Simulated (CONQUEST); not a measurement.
Density-of-states run of Ta

- system: Ta (Im-3m, 2 atoms in the cell)
- method: Kohn-Sham DFT of a periodic cell, LDA-GTH, PseudoDojo NC LDA, no spin polarisation (CONQUEST 1.3)

The structure derives from an entry of the Crystallography Open Database.

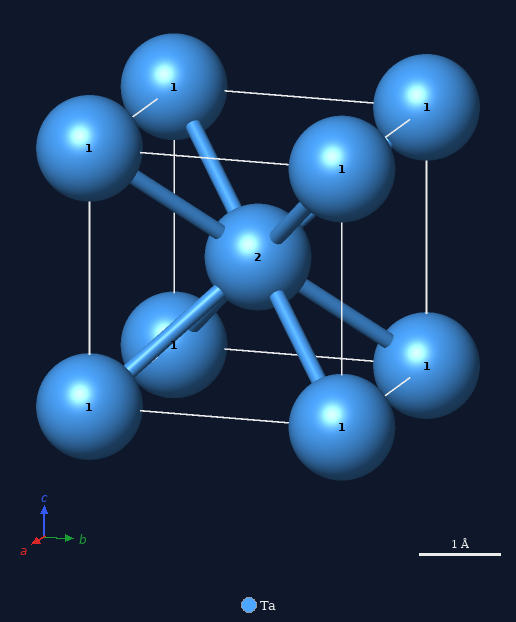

*The input geometry (ball-and-stick view of the cell of the calculation, seen slightly off an axis; atoms are numbered from 1 in the order of the input).*

### The input
```
IO.Title Ta
IO.Coordinates coords.dat
IO.FractionalAtomicCoords T
IO.Iprint 2
IO.Iprint_init 1
General.NumberOfSpecies 1
General.PseudopotentialType hamann
General.FunctionalType 2
General.DifferentFunctional T
AtomMove.TypeOfRun static
AtomMove.FullStress T
Grid.GridCutoff 80
DM.SolutionMethod diagon
Diag.MPMesh T
Diag.GammaCentred T
Diag.MPMeshX 6
Diag.MPMeshY 6
Diag.MPMeshZ 6
Diag.kT 0.00099223
minE.SCTolerance 1e-6
SC.MaxIters 100
IO.AtomChargeOutput T
IO.writeDOS T
IO.write_proj_DOS T
IO.DumpChargeDensity T
IO.DumpTotPot T
%block ChemicalSpeciesLabel
1 180.950 Ta
%endblock
```

Hardware: 1 thread of Intel Xeon (Sapphire Rapids), 16 GiB of memory available, shared host.

Launch command:
```bash
Conquest, then PostProcessCQ with the Process lines added to Conquest_input
```

### What the program printed
```
Simulation cell dimensions:     6.2409 a0 x     6.2409 a0 x     6.2409 a0

      Atomic coordinates (a0)
         Atom         X         Y         Z  Species
            1    0.0000    0.0000    0.0000        1
            2    3.1205    3.1205    3.1205        1

         Monkhorst-Pack mesh:   6 x   6 x   6 gamma-centred
        This calculation includes non-local pseudopotentials,
         with a maximum core radius of      7.69991177

    Job title: Ta
    Job to be run: static calculation

    Ground state search:
      Support functions represented with PAO basis
      1:1 PAO to SF mapping
      Non-spin-polarised electrons
      Solving for the K matrix using diagonalisation
      Using Fermi-Dirac smearing

    Integration grid size:     32 x   32 x   32

    Integration grid spacing:  0.195 a0 x 0.195 a0 x 0.195 a0

    Number of species:  1
    --------------------------------------------------------
    |   #  mass (au)  Charge (e)  SF Rad (a0)  NSF  Label  |
    --------------------------------------------------------
    |   1    180.950      13.000        7.996   13  Ta     |
    --------------------------------------------------------
          SCF tolerance:                 0.00000100
          SCF iterations:               100

    The functional used will be LDA GTH96

           radial cut-off to be used is taken to be max PAO cut-off radius for this species:    7.699912

           greatest ang. mom. for making density from PAOs:  2
    Minimum blocs/proc is      512. Maximum blocs/proc is      512
    set_atom_dens: In set_atomic_density, electrons :      26.000000000000
 matrix_size & matrix_size_padH =           26          26

    Screened ion int: energy:     -89.740917720713 Ha

    new_SC_potl: Starting.  Tolerance:  0.10000E-05

    PulayMixSC: Starting Pulay mixing, A_up =  0.500 A_dn =  0.500
    PulayMixSC: Spin non-polarised calculation.
          Harris-Foulkes Energy            :      -130.298850121344316 Ha
          GroundState Energy (E-(1/2)TS)   :      -130.299091707900061 Ha
          Free Energy (E-TS)               :      -130.299333294455778 Ha
          DFT Total Energy                 :      -130.288325217649913 Ha
          Total number of electrons        :        26.000000000001180
    PulayMixSC: Pulay iteration     1 residual:              0.21393E-02
          Harris-Foulkes Energy            :      -130.291852374417772 Ha
          GroundState Energy (E-(1/2)TS)   :      -130.292118115491519 Ha
          Free Energy (E-TS)               :      -130.292383856565266 Ha
          DFT Total Energy                 :      -130.290748267538675 Ha
          Total number of electrons        :        26.000013298156226
    PulayMixSC: Pulay iteration     2 residual:              0.85942E-03
          Harris-Foulkes Energy            :      -130.291034243857894 Ha
          GroundState Energy (E-(1/2)TS)   :      -130.291308109139607 Ha
          Free Energy (E-TS)               :      -130.291581974421320 Ha
          DFT Total Energy                 :      -130.291022406372463 Ha
          Total number of electrons        :        26.000023627152981
    PulayMixSC: Pulay iteration     3 residual:              0.16991E-03
          Harris-Foulkes Energy            :      -130.291028159129439 Ha
          GroundState Energy (E-(1/2)TS)   :      -130.291300653249010 Ha
          Free Energy (E-TS)               :      -130.291573147368581 Ha
          DFT Total Energy                 :      -130.291027812798689 Ha
          Total number of electrons        :        26.000026414398807
    PulayMixSC: Pulay iteration     4 residual:              0.10526E-04
          Harris-Foulkes Energy            :      -130.291027961631016 Ha
          GroundState Energy (E-(1/2)TS)   :      -130.291300602284878 Ha
          Free Energy (E-TS)               :      -130.291573242938739 Ha
          DFT Total Energy                 :      -130.291027960672722 Ha
          Total number of electrons        :        26.000025898441056
    PulayMixSC: Pulay iteration     5 residual:              0.11832E-05
          Harris-Foulkes Energy            :      -130.291028159973081 Ha
          GroundState Energy (E-(1/2)TS)   :      -130.291300813965876 Ha
          Free Energy (E-TS)               :      -130.291573467958671 Ha
          DFT Total Energy                 :      -130.291028159971660 Ha
          Total number of electrons        :        26.000026611058178
    PulayMixSC: Pulay iteration     6 residual:              0.36757E-07
    PulayMixSC: Reached SCF tolerance of  0.36757E-07 after      6 iterations
      | Number of electrons      =        26.000027
      |* band energy as 2Tr[K.H] =       -32.251577659617752 Ha
      |  screened ion-ion energy =       -89.740917720712844 Ha
      |  Ha correction           =         0.647818513880293 Ha
      |  XC correction           =        -8.946350998203247 Ha
      | GS Energy as E-(1/2)TS   =      -130.291300813965876 Ha
      | Free Energy as E-TS      =      -130.291573467958671 Ha
      |* Harris-Foulkes energy   =      -130.291028159973081 Ha
      |* DFT total energy        =      -130.291028159971660 Ha
      |  estimated accuracy      =        -0.000000000001421 Ha
    get_E_and_F: Change in energy during last step of electronic optimisation: -0.19834E-06

    BIBLIOGRAPHY: Please consider citing the following references in the conquest.bib file

    CONQUEST:         Bowler2002pt, Miyazaki2004, Nakata2020
    Basis:            Bowler2019
    DM:               Bowler:2006xr
    Pseudopotentials: Hamann2013, Bowler2019

    Warnings written to file Conquest_warnings; please check
```

### File coords.dat
```
    6.2409339101     0.0000000000     0.0000000000
    0.0000000000     6.2409339101     0.0000000000
    0.0000000000     0.0000000000     6.2409339101
2
  0.0000000000   0.0000000000   0.0000000000 1 T T T
  0.5000000000   0.5000000000   0.5000000000 1 T T T
```

### File PostProcessCQ.log
```
CONQUEST charge density conversion and STM image simulation

D. R. Bowler (UCL) and A. Nakata (NIMS)

  Creating projected density of states (pDOS); also generating DOS

  Calculating density of states (DOS)
    Reading k-points from eigenvalues file, not setting from input file
    Fermi level:     -0.26483 Ha   (=    -7.206 eV)
  Reading bands between   -0.100E+13Ha and    0.100E+13Ha
  Bands     1 to    26 were written out by CONQUEST
  DOS lower limit set by user:     -0.71480 Ha
  DOS upper limit set by user:      0.08520 Ha
  Sigma set by user:     0.002000 Ha
  Dividing DOS into   501 bins of width     0.001632 Ha
 iDOS_low is    7.9999999984000922
  DOS between      -0.723 Ha and Ef integrates to       10.000 electrons
  DOS between      -0.723 Ha and       0.093 Ha integrates to       23.472 electrons

  Calculating projected density of states (DOS)
    Resolving in l
    Producing pDOS for all atoms in cell
  Opening block file: hilbert_make_blk.dat
  Original run on        1 processors
  Results of integrating pDOS between      -0.723 and       0.093 Ha (electrons per atom).
       Atom       Total        l=0        l=1        l=2
          1       5.000      0.712      0.510      3.778
          2       5.000      0.712      0.510      3.778
  Integrated pDOS:      10.000 electrons
```

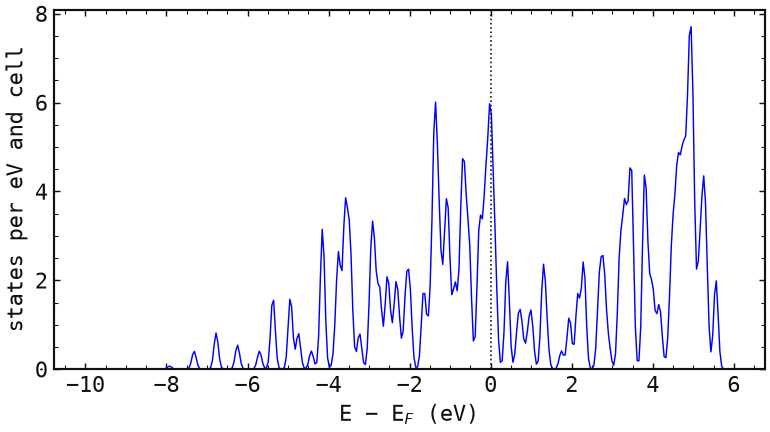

*Density of states from the levels on the mesh of the run, whose fine structure reflects that mesh, with energies from the Fermi level of the run.*

At the top of the window the curve may fall because the computed bands end.

### Key numbers

| quantity | value |
| --- | --- |
| outcome | converged |
| space group (tolerance 0.01 Å) | Im-3m (229) |
| electrons treated | 26 |
| free energy | −3545.4143 eV |
| Fermi energy of the self-consistent step | −7.206 eV |
| gap on the k-point mesh | none (metallic) |
| wall time | 16 s |
| peak memory | 0.25 GiB |

### Notes

Further notes kept with the run: read_and_write: Functional in input file differs to pseudopotential but proceeding: 2 -1012. Points of doubt noted for this run: small atomic basis. Spin–orbit coupling is left out, which matters for Ta.
